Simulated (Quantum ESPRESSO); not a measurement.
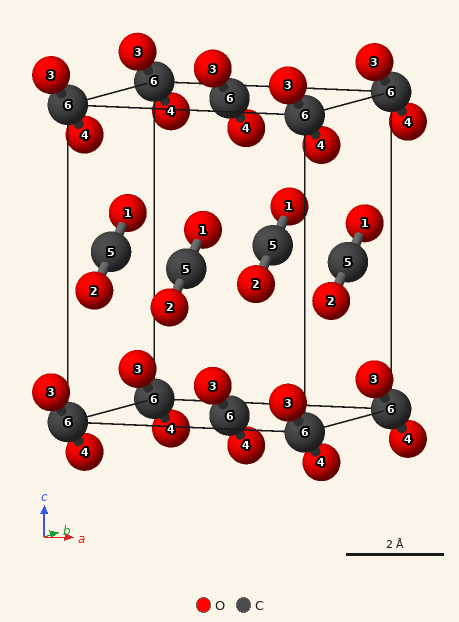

The input geometry (ball-and-stick view of the cell 2 times as large as that of the calculation, set on its symmetry axes, seen slightly off an axis; atoms are numbered from 1 in the order of the input). An atom can appear more than once, as a periodic image. Near neighbours in the periodic cell (some may lie outside the picture): O has 1 C at 1.17 Å; C has 2 O at 1.17 Å.

## Band-structure run of CO2

- system: CO2 (Cmce, 6 atoms in the cell)
- method: Kohn-Sham DFT of a periodic cell, r2SCAN, SG15 PBE 1.2, no spin polarisation (Quantum ESPRESSO 7.5)

The structure derives from a Materials Project entry.

Log:
```
This program is part of the open-source Quantum ESPRESSO suite
     for quantum simulation of materials; please cite
         "P. Giannozzi et al., J. Phys.:Condens. Matter 21 395502 (2009);
         "P. Giannozzi et al., J. Phys.:Condens. Matter 29 465901 (2017);
         "P. Giannozzi et al., J. Chem. Phys. 152 154105 (2020);
          URL
     in publications or presentations arising from this work. More details at

     IMPORTANT: XC functional enforced from input :
     Exchange-correlation= R2SCAN
                           (   0   0   0   0   0 497 498)
     Any further DFT definition will be discarded
     Please, verify this is what you really want

     K-points division:     npool     =       2
     Subspace diagonalization in iterative solution of the eigenvalue problem:
     a serial algorithm will be used

     G-vector sticks info
     --------------------
     sticks:   dense  smooth     PW     G-vecs:    dense   smooth      PW
     Sum        1255    1255    353                62305    62305    9603

     Using Slab Decomposition

     bravais-lattice index     =            0
     lattice parameter (alat)  =       8.0000  a.u.
     unit-cell volume          =     559.4713 (a.u.)^3
     number of atoms/cell      =            6
     number of atomic types    =            2
     number of electrons       =        32.00
     number of Kohn-Sham states=           24
     kinetic-energy cutoff     =      88.0000  Ry
     charge density cutoff     =     352.0000  Ry
     scf convergence threshold =      1.0E-08
     mixing beta               =       0.5000
     number of iterations used =            8  plain     mixing
     Exchange-correlation= R2SCAN
                           (   0   0   0   0   0 497 498)

     celldm(1)=   8.000000  celldm(2)=   0.000000  celldm(3)=   0.000000
     celldm(4)=   0.000000  celldm(5)=   0.000000  celldm(6)=   0.000000

     crystal axes: (cart. coord. in units of alat)
               a(1) = (   0.622644  -0.563936   0.000000 )
               a(2) = (   0.622644   0.563936   0.000000 )
               a(3) = (   0.000000   0.000000   1.555995 )

     reciprocal axes: (cart. coord. in units 2 pi/alat)
               b(1) = (  0.803027 -0.886625  0.000000 )
               b(2) = (  0.803027  0.886625 -0.000000 )
               b(3) = ( -0.000000  0.000000  0.642676 )

     PseudoPot. # 1 for O  read from file:
     O_ONCV_PBE-1.2.upf
     Pseudo is Norm-conserving, Zval =  6.0
     Generated using ONCVPSP code by D. R. Hamann
     Using radial grid of  602 points,  4 beta functions with:
                l(1) =   0
                l(2) =   0
                l(3) =   1
                l(4) =   1

     PseudoPot. # 2 for C  read from file:
     C_ONCV_PBE-1.2.upf
     Pseudo is Norm-conserving, Zval =  4.0
     Generated using ONCVPSP code by D. R. Hamann
     Using radial grid of  602 points,  4 beta functions with:
                l(1) =   0
                l(2) =   0
                l(3) =   1
                l(4) =   1

     atomic species   valence    mass     pseudopotential
     O                 6.00    15.99900     O ( 1.00)
     C                 4.00    12.01100     C ( 1.00)

     No symmetry found

   Cartesian axes

     site n.     atom                  positions (alat units)
         1        O      tau(   1) = (   0.6226438   0.2182337   0.9462884  )
         2        O      tau(   2) = (   0.6226438  -0.2182337   0.6097062  )
         3        O      tau(   3) = (   0.6226438   0.3457026   0.1682911  )
         4        O      tau(   4) = (   0.6226438  -0.3457026   1.3877035  )
         5        C      tau(   5) = (   0.6226438   0.0000000   0.7779973  )
         6        C      tau(   6) = (   0.0000000   0.0000000   0.0000000  )

     number of k points=   132  Fermi-Dirac smearing, width (Ry)=  0.0037

     Number of k-points >= 100: set verbosity='high' to print them.

     Dense  grid:    62305 G-vectors     FFT dimensions: (  45,  45,  75)

     WARNING: libxc functional with ID  497 depends
      on external parameters: check the user_guide of
      QE if you need to modify them or to check their
      default values.

     WARNING: libxc functional with ID  498 depends
      on external parameters: check the user_guide of
      QE if you need to modify them or to check their
      default values.

     Initial potential from superposition of free atoms

     starting charge      31.9823, renormalised to      32.0000
     Starting wfcs are random

     Self-consistent Calculation

     iteration #  1     ecut=    88.00 Ry     beta= 0.50
     Davidson diagonalization with overlap
     ethr =  1.00E-02,  avg # of iterations = 10.5

     total energy              =    -150.39646748 Ry
     estimated scf accuracy    <      47.16229423 Ry

     iteration #  2     ecut=    88.00 Ry     beta= 0.50
     Davidson diagonalization with overlap
     ethr =  1.00E-02,  avg # of iterations =  1.0

     total energy              =    -150.52995292 Ry
     estimated scf accuracy    <       8.82513163 Ry

     iteration #  3     ecut=    88.00 Ry     beta= 0.50
     Davidson diagonalization with overlap
     ethr =  1.00E-02,  avg # of iterations =  1.0

     total energy              =    -150.54866238 Ry
     estimated scf accuracy    <       0.78329692 Ry

     iteration #  4     ecut=    88.00 Ry     beta= 0.50
     Davidson diagonalization with overlap
     ethr =  2.45E-03,  avg # of iterations =  1.0

     total energy              =    -150.55643762 Ry
     estimated scf accuracy    <       0.00202290 Ry

     iteration #  5     ecut=    88.00 Ry     beta= 0.50
     Davidson diagonalization with overlap
     ethr =  6.32E-06,  avg # of iterations =  8.7

     total energy              =    -150.55695736 Ry
     estimated scf accuracy    <       0.00097436 Ry

     iteration #  6     ecut=    88.00 Ry     beta= 0.50
     Davidson diagonalization with overlap
     ethr =  3.04E-06,  avg # of iterations =  1.8

     total energy              =    -150.55697187 Ry
     estimated scf accuracy    <       0.00023508 Ry

     iteration #  7     ecut=    88.00 Ry     beta= 0.50
     Davidson diagonalization with overlap
     ethr =  7.35E-07,  avg # of iterations =  1.0

     total energy              =    -150.55696735 Ry
     estimated scf accuracy    <       0.00011319 Ry

     iteration #  8     ecut=    88.00 Ry     beta= 0.50
     Davidson diagonalization with overlap
     ethr =  3.54E-07,  avg # of iterations =  1.1

     total energy              =    -150.55697278 Ry
     estimated scf accuracy    <       0.00001005 Ry

     iteration #  9     ecut=    88.00 Ry     beta= 0.50
     Davidson diagonalization with overlap
     ethr =  3.14E-08,  avg # of iterations =  1.0

     total energy              =    -150.55697309 Ry
     estimated scf accuracy    <       0.00000050 Ry

     iteration # 10     ecut=    88.00 Ry     beta= 0.50
     Davidson diagonalization with overlap
     ethr =  1.55E-09,  avg # of iterations =  2.0

     total energy              =    -150.55697313 Ry
     estimated scf accuracy    <       0.00000018 Ry

     iteration # 11     ecut=    88.00 Ry     beta= 0.50
     Davidson diagonalization with overlap
     ethr =  5.58E-10,  avg # of iterations =  1.0

     total energy              =    -150.55697313 Ry
     estimated scf accuracy    <       0.00000002 Ry

     iteration # 12     ecut=    88.00 Ry     beta= 0.50
     Davidson diagonalization with overlap
     ethr =  5.29E-11,  avg # of iterations =  2.0

     End of self-consistent calculation

     Number of k-points >= 100: set verbosity='high' to print the bands.

     the Fermi energy is     0.5756 ev

!    total energy              =    -150.55697313 Ry
     estimated scf accuracy    <          6.4E-10 Ry
     smearing contrib. (-TS)   =       0.00000000 Ry
     internal energy E=F+TS    =    -150.55697313 Ry

     The total energy is F=E-TS. E is the sum of the following terms:
     one-electron contribution =     -88.25902959 Ry
     hartree contribution      =      56.28226103 Ry
     xc contribution           =     -34.70473014 Ry
     ewald contribution        =     -83.87547443 Ry

     convergence has been achieved in  12 iterations

     Forces acting on atoms (cartesian axes, Ry/au):

     atom    1 type  1   force =    -0.00000006   -0.02882267   -0.02087518
     atom    2 type  1   force =     0.00000032    0.02882225    0.02087433
     atom    3 type  1   force =    -0.00000056    0.02475980   -0.02051690
     atom    4 type  1   force =    -0.00000040   -0.02475921    0.02051710
     atom    5 type  2   force =     0.00000029    0.00000004   -0.00000008
     atom    6 type  2   force =     0.00000040   -0.00000021    0.00000073

     Total force =     0.067830     Total SCF correction =     0.000016

     Computing stress (Cartesian axis) and pressure

          total   stress  (Ry/bohr**3)                   (kbar)     P=      -21.50
   0.00003544  -0.00000000  -0.00000000            5.21       -0.00       -0.00
  -0.00000000  -0.00030057  -0.00000027           -0.00      -44.22       -0.04
  -0.00000000  -0.00000027  -0.00017327           -0.00       -0.04      -25.49

=------------------------------------------------------------------------------=
   JOB DONE.
=------------------------------------------------------------------------------=
```

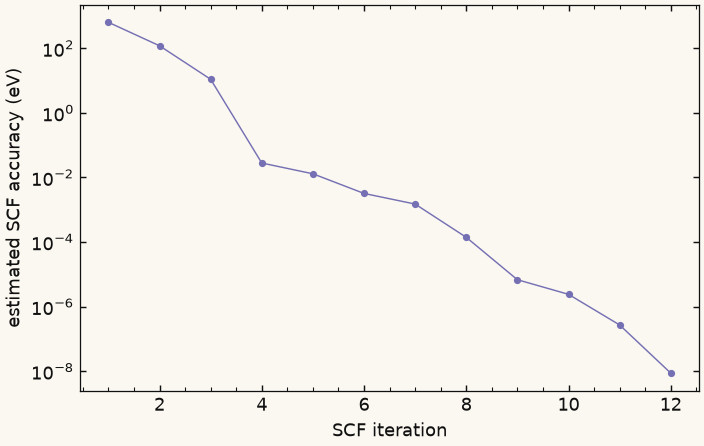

Convergence of the self-consistent field: estimated SCF accuracy against the iteration. The field takes 12 iterations in all.

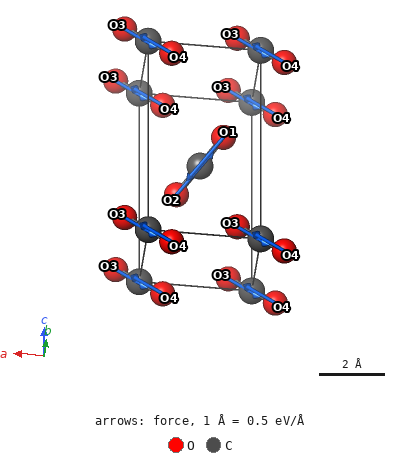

Forces on the atoms as blue arrows (ball-and-stick view of the cell of the calculation, seen at an oblique angle; atoms are numbered from 1 in the order of the input). The largest act on O1, O2 (0.92 eV/Å); O3, O4 (0.83 eV/Å). The geometry is not a stationary point of this energy.

The run was set up as follows.

The input:
```
&CONTROL
  calculation = 'scf'
  prefix = 'pwscf'
  outdir = './tmp'
  pseudo_dir = './pseudo'
  tprnfor = .true.
  tstress = .true.
  disk_io = 'low'
/
&SYSTEM
  ibrav = 0
  celldm(1) = 8
  nat = 6
  ntyp = 2
  ecutwfc = 88
  nbnd = 24
  input_dft = 'r2scan'
  occupations = 'smearing'
  smearing = 'fd'
  degauss = 0.00367493
  nosym = .true.
/
&ELECTRONS
  conv_thr = 1d-08
  electron_maxstep = 120
  mixing_beta = 0.5
/
ATOMIC_SPECIES
O     15.9990 O_ONCV_PBE-1.2.upf
C     12.0110 C_ONCV_PBE-1.2.upf
CELL_PARAMETERS alat
  0.6226437891907  -0.5639363503405   0.0000000000000
  0.6226437891907   0.5639363503405   0.0000000000000
  0.0000000000000   0.0000000000000   1.5559945643633
ATOMIC_POSITIONS crystal
O      0.3065085700    0.6934914300    0.6081566100
O      0.6934914300    0.3065085700    0.3918433900
O      0.1934914300    0.8065085700    0.1081566100
O      0.8065085700    0.1934914300    0.8918433900
C      0.5000000000    0.5000000000    0.5000000000
C      0.0000000000    0.0000000000    0.0000000000
K_POINTS automatic
8 8 4 0 0 0
```

File bands.in:
```
&CONTROL
  calculation = 'bands'
  prefix = 'pwscf'
  outdir = './tmp'
  pseudo_dir = './pseudo'
  disk_io = 'low'
  verbosity = 'high'
/
&SYSTEM
  ibrav = 0
  celldm(1) = 8
  nat = 6
  ntyp = 2
  ecutwfc = 88
  nbnd = 24
  input_dft = 'r2scan'
  occupations = 'smearing'
  smearing = 'fd'
  degauss = 0.00367493
  nosym = .true.
/
&ELECTRONS
  conv_thr = 1d-08
  electron_maxstep = 120
  mixing_beta = 0.5
  diago_full_acc = .true.
  startingwfc = 'random'
/
ATOMIC_SPECIES
O     15.9990 O_ONCV_PBE-1.2.upf
C     12.0110 C_ONCV_PBE-1.2.upf
CELL_PARAMETERS alat
  0.6226437891907  -0.5639363503405   0.0000000000000
  0.6226437891907   0.5639363503405   0.0000000000000
  0.0000000000000   0.0000000000000   1.5559945643633
ATOMIC_POSITIONS crystal
O      0.3065085700    0.6934914300    0.6081566100
O      0.6934914300    0.3065085700    0.3918433900
O      0.1934914300    0.8065085700    0.1081566100
O      0.8065085700    0.1934914300    0.8918433900
C      0.5000000000    0.5000000000    0.5000000000
C      0.0000000000    0.0000000000    0.0000000000
K_POINTS crystal
60
 0.0000000000  0.0000000000  0.0000000000 1
 0.0650112638 -0.0650112638  0.0000000000 1
 0.1300225276 -0.1300225276  0.0000000000 1
 0.1950337915 -0.1950337915  0.0000000000 1
 0.2600450553 -0.2600450553  0.0000000000 1
 0.3250563191 -0.3250563191  0.0000000000 1
 0.3900675829 -0.3900675829  0.0000000000 1
 0.4550788467 -0.4550788467  0.0000000000 1
 0.3640630774 -0.4640630774  0.0000000000 1
 0.2730473080 -0.4730473080  0.0000000000 1
 0.1820315387 -0.4820315387  0.0000000000 1
 0.0910157693 -0.4910157693  0.0000000000 1
 0.0000000000 -0.5000000000  0.0000000000 1
 0.0000000000 -0.5000000000 -0.1666666667 1
 0.0000000000 -0.5000000000 -0.3333333333 1
 0.0000000000 -0.5000000000 -0.5000000000 1
 0.0910157693 -0.4910157693 -0.5000000000 1
 0.1820315387 -0.4820315387 -0.5000000000 1
 0.2730473080 -0.4730473080 -0.5000000000 1
 0.3640630774 -0.4640630774 -0.5000000000 1
 0.4550788467 -0.4550788467 -0.5000000000 1
 0.3981939909 -0.3981939909 -0.5000000000 1
 0.3413091351 -0.3413091351 -0.5000000000 1
 0.2844242792 -0.2844242792 -0.5000000000 1
 0.2275394234 -0.2275394234 -0.5000000000 1
 0.1706545675 -0.1706545675 -0.5000000000 1
 0.1137697117 -0.1137697117 -0.5000000000 1
 0.0568848558 -0.0568848558 -0.5000000000 1
 0.0000000000  0.0000000000 -0.5000000000 1
 0.0000000000  0.0000000000 -0.3333333333 1
 0.0000000000  0.0000000000 -0.1666666667 1
 0.0000000000  0.0000000000  0.0000000000 1
-0.0555555556 -0.0555555556  0.0000000000 1
-0.1111111111 -0.1111111111  0.0000000000 1
-0.1666666667 -0.1666666667  0.0000000000 1
-0.2222222222 -0.2222222222  0.0000000000 1
-0.2777777778 -0.2777777778  0.0000000000 1
-0.3333333333 -0.3333333333  0.0000000000 1
-0.3888888889 -0.3888888889  0.0000000000 1
-0.4444444444 -0.4444444444  0.0000000000 1
-0.5000000000 -0.5000000000  0.0000000000 1
-0.4550788467 -0.5449211533  0.0000000000 1
-0.4550788467 -0.5449211533 -0.1666666667 1
-0.4550788467 -0.5449211533 -0.3333333333 1
-0.4550788467 -0.5449211533 -0.5000000000 1
-0.5000000000 -0.5000000000 -0.5000000000 1
-0.5000000000 -0.5000000000 -0.3333333333 1
-0.5000000000 -0.5000000000 -0.1666666667 1
-0.5000000000 -0.5000000000  0.0000000000 1
 0.0000000000  0.0000000000 -0.5000000000 1
-0.0500000000 -0.0500000000 -0.5000000000 1
-0.1000000000 -0.1000000000 -0.5000000000 1
-0.1500000000 -0.1500000000 -0.5000000000 1
-0.2000000000 -0.2000000000 -0.5000000000 1
-0.2500000000 -0.2500000000 -0.5000000000 1
-0.3000000000 -0.3000000000 -0.5000000000 1
-0.3500000000 -0.3500000000 -0.5000000000 1
-0.4000000000 -0.4000000000 -0.5000000000 1
-0.4500000000 -0.4500000000 -0.5000000000 1
-0.5000000000 -0.5000000000 -0.5000000000 1
```

Launched with:
```bash
OMP_NUM_THREADS=1 mpirun -n 2 pw.x -nk 2 -in pw.in > pw.out
OMP_NUM_THREADS=1 mpirun -n 2 pw.x -nk 2 -in bands.in > bands.out
```

Results in brief:

| quantity | value |
| --- | --- |
| outcome | converged |
| space group (tolerance 0.01 Å) | Cmce (64) |
| electrons treated | 32 |
| free energy | −2048.4320 eV |
| Fermi energy | 0.576 eV |
| gap on the k-point mesh | 7.15 eV |
| gap on the band path | 7.15 eV |
| pressure | −2.15 GPa |
| largest force (length of the vector) | 0.915 eV/Å |
| hardware | 2 threads of Intel Xeon (Granite Rapids), 192 GiB of memory available, shared host |
| wall time | 10 min (CPU time 20 min) |
| peak memory | 0.64 GiB |

Remarks:

Further notes kept with the run: potentials made for another functional. Points of doubt noted for this run: potentials made for another functional.
